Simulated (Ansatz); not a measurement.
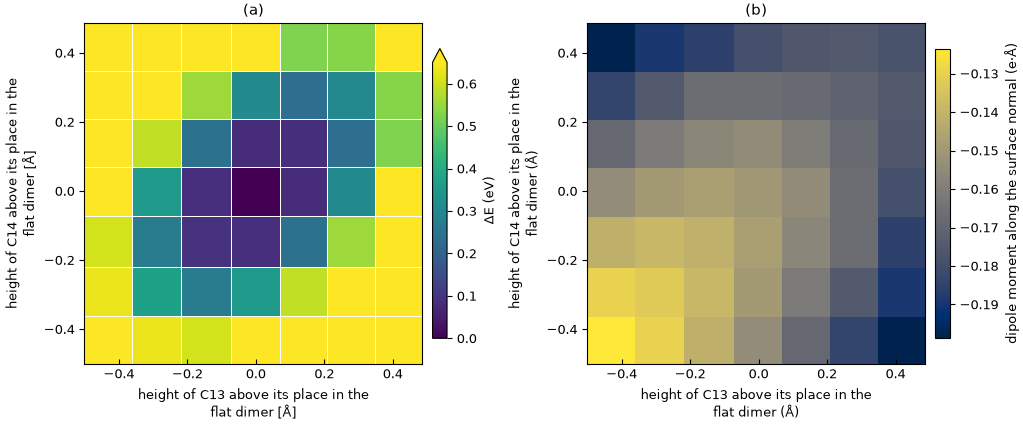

A SiC(100) slab cut from the F-43m phase, its lower face capped with 4 H atoms (18 atoms in the cell). Two atoms of the surface dimers are held at set heights. Coordinates scanned: (1) height of C13 above its place in the flat dimer; (2) height of C14 above its place in the flat dimer. Relaxed at each point: all atoms of the upper layers, but for the two heights. The scan uses a 7 × 7 grid; 28 points were computed and 21 follow by symmetry. Points are written as (first, second). Energies: eV, counted from the lowest grid point. Method: DFT LDA, scalar-relativistic, plane waves, PAW (Ansatz 0.2.0). Settings: cutoff 420 eV, k-mesh 4×8×1, gaussian smearing 0.05 eV, no spin polarisation.

Panel (a) is the energy; panel (b) is the computed dipole moment along the surface normal, in e·Å.

Drawn: one coloured cell a grid point, one colour for all values above the top of the scale.

> How does the dipole moment along the surface normal vary over the map, and what is it at the lowest grid point?

It runs from −0.20 e·Å at (−0.431 Å, 0.417 Å) to −0.12 e·Å at (−0.431 Å, −0.431 Å). At the lowest grid point, (0.000 Å, 0.000 Å), it is −0.15 e·Å.

```
second ↓, first →  −0.431  −0.292  −0.146  0.000  0.139  0.278  0.417
            0.417   −0.20   −0.19   −0.19  −0.18  −0.18  −0.18  −0.18
            0.278   −0.18   −0.17   −0.17  −0.17  −0.17  −0.17  −0.18
            0.139   −0.17   −0.16   −0.16  −0.15  −0.16  −0.17  −0.18
            0.000   −0.15   −0.15   −0.15  −0.15  −0.15  −0.17  −0.18
           −0.146   −0.14   −0.14   −0.14  −0.15  −0.16  −0.17  −0.19
           −0.292   −0.13   −0.13   −0.14  −0.15  −0.16  −0.17  −0.19
           −0.431   −0.12   −0.13   −0.14  −0.15  −0.17  −0.18  −0.20
```
